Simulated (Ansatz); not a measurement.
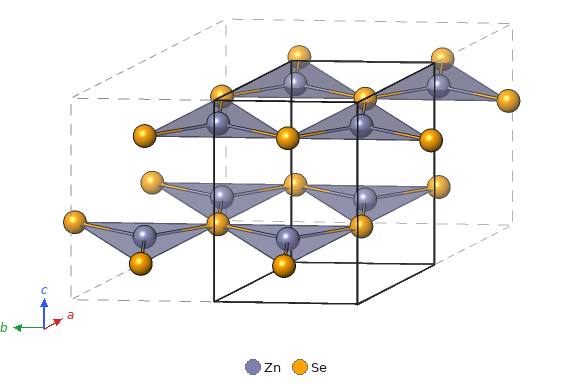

Structure drawing (polyhedral), viewed from a general direction. Solid lines give the simulation cell, repeated here 2×2×1 times. A few atoms beyond the faces are included.

The calculation's input:
```yaml
crystal:
  lattice:
    - [4.1513888608, 0.0, 0.0]
    - [-2.0756944304, 3.5952082144, 0.0]
    - [0.0, 0.0, 6.1747439492]
  atoms:
    - { symbol: Zn, position: [0.3333333333, 0.6666666667, 0.25] }
    - { symbol: Zn, position: [0.6666666667, 0.3333333333, 0.75] }
    - { symbol: Se, position: [0.6666666667, 0.3333333333, 0.25] }
    - { symbol: Se, position: [0.3333333333, 0.6666666667, 0.75] }
kpoints:
  mp_grid: { grid: [6, 6, 2] }
hamiltonian:
  xc: pbe
scf:
  occupations: { method: fixed }
gw:
  n_empty_bands: 275
  ecut_chi: 120
  qp_bands: [v2, c2]
  qp_kpoints: band_edges
  screening: { model: contour_deformation }
```
Run as:
```sh
ansatz run input.yaml --threads 2 --pin off --max-ram 2211MiB --backend cpu --events-out ev --progress --plain --runs-dir out
```

Theory: Ansatz, G0W0 on PBE, plane waves, PAW. Numerical settings: plane-wave cutoff 420 eV, a 6×6×2 grid in reciprocal space, no spin polarisation.

### What does the calculation say: metal or gapped?

A semiconductor at this level, with a gap of 0.34 eV, direct.

Its origin is a structure type filled with these elements by a generator (whether the compound takes this form wasn't checked). Earlier steps of the study may have refined or changed the cell and positions. It was run through Ansatz as a DFT input.
